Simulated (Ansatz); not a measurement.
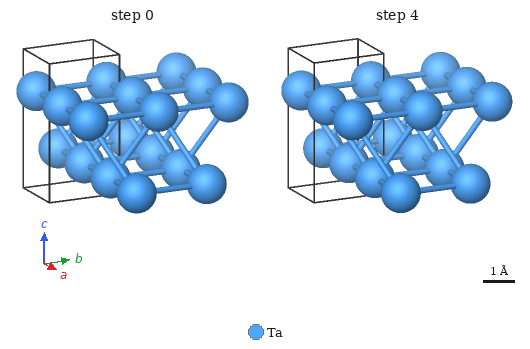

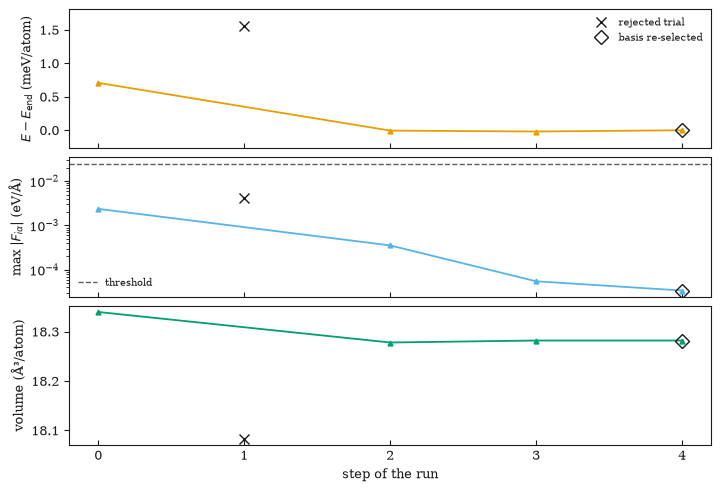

First and last geometry of a relaxation of crystalline Ta (set up in Fmmm), with the history of the run. A ball-and-stick model of the cell of the calculation, repeated 3 × 2 × 1 with one cell outlined, seen slightly off an axis.

Case: 2 of 2 H taken out, relaxed.

Level of theory: DFT PBE, scalar-relativistic, plane waves, PAW (Ansatz 0.2.0). Settings: plane-wave cutoff 420 eV; k-point mesh 14 × 14 × 8; occupations gaussian; smearing width 0.1 eV; no spin polarisation; cell and atoms relaxed; force threshold 0.025 eV/Å; at most 70 steps.

What do the curves and the structures tell?

It converged. After 2 accepted moves (4 points after the start) the energy has fallen by 0.7 meV per atom. The largest force component goes from 0.0024 to under 0.0001 eV/Å. Pressure: −0.64 GPa at the start and 0.00 GPa at the end. The line search rejected the trial step at point 1 of the run. At 1 point the geometry stayed and the basis and grid were re-selected for the new cell (energy shift of less than 0.05 meV per atom at most each time). No atom moves by more than 0.005 Å relative to the cell. The drawn cell changes as follows: a = b 2.883 → 2.872 Å (−0.4 %), c 4.671 → 4.698 Å (+0.6 %), γ 109.1° → 109.3°; the volume changes by −0.3 %. Among the contacts that change: Ta–Ta 3.344 → 3.323 Å, Ta–Ta 2.883 → 2.872 Å, Ta–Ta 3.312 → 3.317 Å. The space group (tolerance 0.01 Å) goes from Fmmm (No. 69) to I4/mmm (No. 139).

```csv
step,"E − E(0), meV/atom","largest force component, eV/Å","pressure, GPa","volume, Å³/atom",note
0,0.00,0.0024,-0.64,18.340,
1,0.85,0.0042,2.27,18.083,rejected
2,-0.71,0.0004,0.04,18.278,
3,-0.73,0.0001,0.00,18.282,
4,-0.71,0.0000,0.00,18.282,"same geometry, new basis"
```
